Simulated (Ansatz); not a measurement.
# Exchange couplings and mean-field ordering temperature of antiferromagnetic EuMg under isotropic strain from −4 % to +4 %, PBEsol+U

We calculate the Eu–Eu exchange couplings of CsCl-type EuMg, and the mean-field ordering temperature that follows from them, at five isotropic strains. Strain is the change of every length against the unstrained cell, whose size comes from an earlier DFT relaxation. A positive coupling favours parallel moments, a negative one opposed moments. The question matters wherever pressure or a changed lattice constant is meant to shift magnetic order. Temperatures are for classical unit spins, and no measured value is shown for comparison. The antiferromagnetic pattern found lowest among a few collinear ones in the unstrained cell is kept at every strain.

## Computational details

One crystal, EuMg (CsCl-type, Pm-3m), in a magnetic cell of 4 atom(s), 2 counted as magnetic (Eu), from cells of the Materials Project database (relaxed there by DFT); atoms are fixed and move with the cell. Ansatz 0.2.0, plane waves with its default PAW datasets, cutoff 420 eV, collinear spins without spin-orbit coupling, Fermi-Dirac smearing of 0.1 eV. The k mesh is 10×5×10 and the sums for the couplings run over 10×5×10. Functional: PBEsol with Dudarev U (eV) Eu 6. Every run keeps the antiferromagnetic pattern of signs of the first run. The couplings are taken at constrained moments: the directions are held and the rest of the density and field relaxes in linear response. Runs that did not converge or carry a known fault are not listed.

Notes on method and selection:

- J is defined by E = -sum over ordered pairs (each pair twice) of J e_i.e_j with unit vectors e, a classical Heisenberg model without biquadratic or multi-spin terms, so J > 0 favours parallel moments and the moment's size is inside J.
- All temperatures are for classical unit spins; for spin S a quantum mean-field treatment is higher by (S+1)/S. Mean field neglects fluctuations and lies above the Tyablikov (random-phase) and Monte Carlo values.
- The state is the lowest of a few collinear starts and need not be the true ground state; spin-orbit coupling is left out.
- Couplings between f moments are uncertain at this level, and rigid ones can be several times too large.
- The mean-field temperature is left blank where it belongs to another wavevector than in the first run.
- Ansatz's own search for a lower self-consistent state was switched off in these runs, so a run may rest in a state that is not the lowest for its pattern of moments.
- Where several measured values exist, one near their median is shown, and none where they scatter widely or belong to another phase or kind of order.
- The shells shown are the strongest of the first run whose pairs agree within a shell.
- For crystals with 4f or 5f elements only couplings at constrained moments are used, since rigid ones can be several times too large.
- Runs that did not converge, have known faults or may not be shown are not listed, and runs on Ansatz's PAW sets soft_1 and soft_2 are kept to separate tables.

Columns:

- strain (%): isotropic strain (all lengths scaled alike), change of length against the unstrained cell.
- moment (μB): largest spin moment inside an atomic sphere.
- pair length (Å): mean length of the pairs that lie 7.00 Å apart in the first cell.
- gap on mesh (eV): band gap on the run's k mesh by the count of bands (negative: bands overlap, a metal).
- J at 7.00 Å (meV): mean J of the Eu–Eu pairs of parallel moments that lie 7.00 Å apart in the first cell (8 such neighbours an atom).
- J at 5.72 Å, opposed (meV): mean J of the Eu–Eu pairs of opposed moments that lie 5.72 Å apart in the first cell (8 such neighbours an atom).
- mean-field T (K): mean-field ordering temperature, 2/(3 kB) times the largest J(q) over wavevectors and sublattice modes.

## The series

| member | strain (%) | moment (μB) | pair length (Å) | gap on mesh (eV) | J at 7.00 Å (meV) | J at 5.72 Å, opposed (meV) | mean-field T (K) | remark |
| --- | --- | --- | --- | --- | --- | --- | --- | --- |
| −4 % | −4 | 7.03 | 6.720 | −1.41 | 1.008 | −0.623 | 133.2 | its own couplings prefer another order, at q = (−0.5, 0, −0.5) of this cell, to which the mean-field value belongs; sums not fully converged in the empty bands |
| −2 % | −2 | 7.04 | 6.860 | −1.30 | 0.876 | −0.557 | 112.3 | its own couplings prefer another order, at q = (−0.5, 0, −0.5) of this cell, to which the mean-field value belongs; sums not fully converged in the empty bands |
| +0 % | 0 | 7.05 | 7.000 | −1.20 | 0.778 | −0.492 | 96.7 | its own couplings prefer another order, at q = (−0.5, 0, −0.5) of this cell, to which the mean-field value belongs; sums not fully converged in the empty bands |
| +2 % | 2 | 7.06 | 7.140 | −1.04 | 0.700 | −0.433 | 84.5 | its own couplings prefer another order, at q = (−0.5, 0, −0.5) of this cell, to which the mean-field value belongs; sums not fully converged in the empty bands |
| +4 % | 4 | 7.07 | 7.280 | −0.90 | 0.628 | −0.375 | 73.4 | its own couplings prefer another order, at q = (−0.5, 0, −0.5) of this cell, to which the mean-field value belongs; sums not fully converged in the empty bands |

J at 7.00 Å (meV) against strain (%):

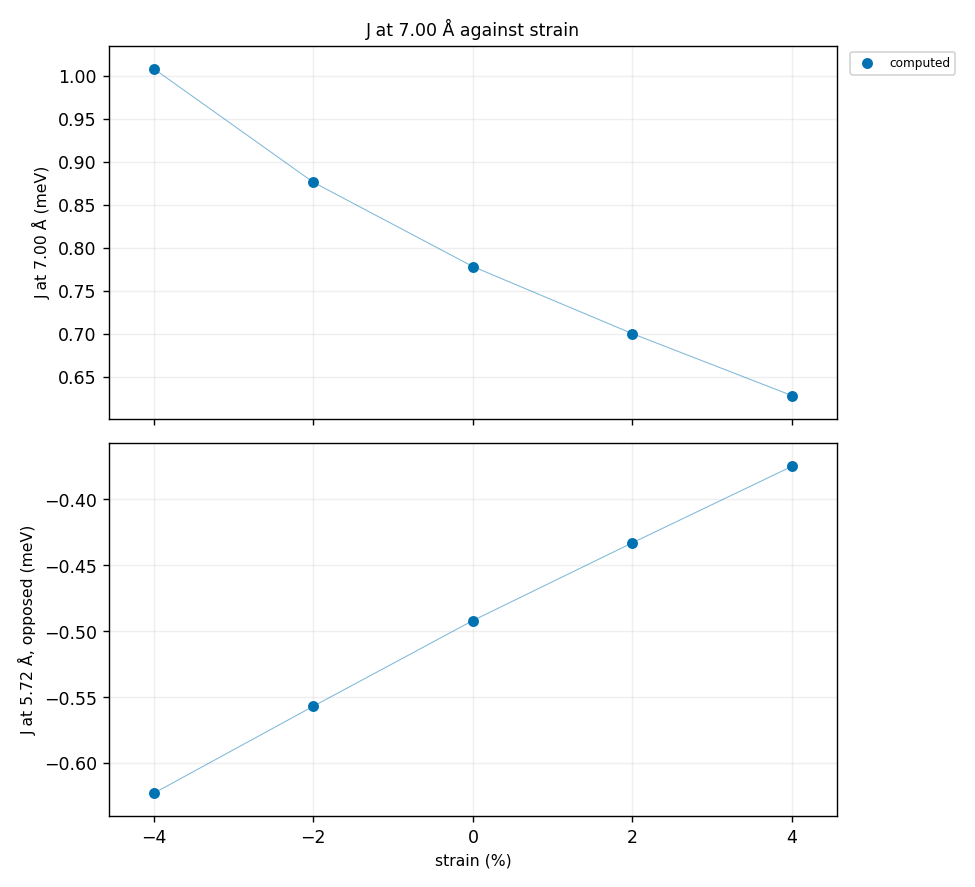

## Why the values move as they do

Expansion weakens the exchange. From −4 % to +4 % the coupling at 7.00 Å falls from 1.008 to 0.628 meV, the opposed one at 5.72 Å shrinks from −0.623 to −0.375 meV, and the mean-field temperature drops from 133.2 to 73.4 K. Neither coupling changes sign, and both favour the imposed pattern. The Eu moment stays between 7.03 and 7.07 μB, so a changing moment is not the cause.

EuMg is a metal at every strain, and its 4f shells are compact. The simplest model therefore lets conduction electrons carry the exchange (the RKKY mechanism). We assume a free-electron band with a fixed number of electrons and a local exchange constant I between the 4f spin and the conduction-electron spin density.

In second order in I, the coupling over a distance R is

J(R) ∝ I² k⁴ F(2kR), with F(x) = (sin x − x cos x)/x⁴,

where k is the Fermi wavevector. At fixed electron count k varies as 1/L, with L the lattice length, while R varies as L. The product kR therefore stays constant, F does not change, and each coupling keeps its sign. The factor k⁴ gives L⁻⁴.

The 4f shell may also couple more strongly to a compressed conduction band. We write this as I ∝ L⁻ᵖ, which gives J ∝ L⁻ⁿ with n = 4 + 2p. If all shells scale alike, the preferred wavevector stays put and the temperature follows the same law:

T(ε) = T₀ (1 + ε)⁻ⁿ,

with ε the strain as a fraction and T₀ and n the two parameters.

The columns roughly support the common scaling of the two listed shells. The ratio of their magnitudes stays between 0.60 and 0.64, while each coupling changes by a factor of at least 1.6. The temperature also rises when electrons are added to the unstrained cell and falls when they are removed, which fits exchange carried by conduction electrons.

## Fixing and testing the model

We fix the model on the members at −2 % and +2 %.

ln(112.3 / 84.5) = 0.2844 and ln(1.02 / 0.98) = 0.0400, so n = 0.2844 / 0.0400 = 7.11

1.02^7.11 = 1.151, so T₀ = 84.5 × 1.151 = 97.3 K

The other three members then follow:

- **−4 %:** 0.96^−7.11 = 1.337, so T = 97.3 × 1.337 = 130.1 K; the table has 133.2 K, so the model is 3.1 K low.
- **+0 %:** 97.3 × 1 = 97.3 K; the table has 96.7 K, so the model is 0.6 K high.
- **+4 %:** 1.04^−7.11 = 0.7566, so T = 97.3 × 0.7566 = 73.6 K; the table has 73.4 K, so the model is 0.2 K high.

The mean miss is (3.1 + 0.6 + 0.2) / 3 = 1.3 K. Using the average of the two fixing members, (112.3 + 84.5) / 2 = 98.4 K, for all three would miss by about 20 K on average. A straight line through the same two members misses by 3.8 K, so the curvature of the power law is useful.

The same two members give the exponents of the listed couplings:

- **7.00 Å:** ln(0.876 / 0.700) / 0.0400 = 5.61
- **5.72 Å:** ln(0.557 / 0.433) / 0.0400 = 6.30

Both exceed the 4 expected for a constant I. Within the model, the 7.00 Å value means p = (5.61 − 4) / 2 = 0.8, a local exchange that grows moderately on compression. The exponent of the temperature is higher still, so 7.11 is an effective value for the sum over shells.

## Departures from the trend

The largest miss in temperature is at −4 %, where the model is 3.1 K too low. Power laws with the couplings' own exponents miss there too. For the 7.00 Å coupling the law gives 0.876 × (0.98 / 0.96)^5.61 = 0.983 meV, weaker than the computed 1.008 meV. For the size of the 5.72 Å coupling it gives 0.557 × (0.98 / 0.96)^6.30 = 0.634 meV, stronger than the computed 0.623 meV. Opposite signs rule out a single common factor; a band that changes shape under compression is a possible cause. Both misses are only about 2 %, however, so the incomplete convergence of the sums in the empty bands may also contribute.

The temperature also falls faster than either listed coupling. Its wavevector describes the same kind of order as the imposed one, turned to other cube axes. There the eight opposed pairs at 5.72 Å cancel, while the eight at 7.00 Å add 2 × 8 / (3 × 0.08617) = 61.9 K per meV, with kB = 0.08617 meV/K. They supply 61.9 × 1.008 = 62.4 K of the 133.2 K at −4 % and 61.9 × 0.628 = 38.9 K of the 73.4 K at +4 %. The remainder, from pairs not listed, falls from 133.2 − 62.4 = 70.8 K to 73.4 − 38.9 = 34.5 K. That is a factor of 70.8 / 34.5 = 2.05, against 1.008 / 0.628 = 1.61 for the 7.00 Å coupling.

With one fixed set of cubic couplings, both orientations would be equally favourable. The computed preference for the turned one suggests that the couplings depend on the ordered state in which they are taken. This preference weakens as the lattice expands, which helps to make the temperature fall faster.

## Rules of thumb and their limits

Between −4 % and +4 %, expansion lowers the mean-field temperature by about 7 K per percent of length near the unstrained cell. An error of one percent in the starting lattice constant would shift the result by the same amount.

No omitted effect of known size exceeds the full spread of the table, a factor of 133.2 / 73.4 = 1.81. The quantum treatment of a spin of 7/2 raises the mean-field values by 4.5 / 3.5 = 1.29, more than any single 2 % step does. Fluctuations lower them, typically by some tens of percent. The 4f couplings themselves carry an uncertainty of unknown sign, so the relative change with strain is more dependable than the absolute temperature.
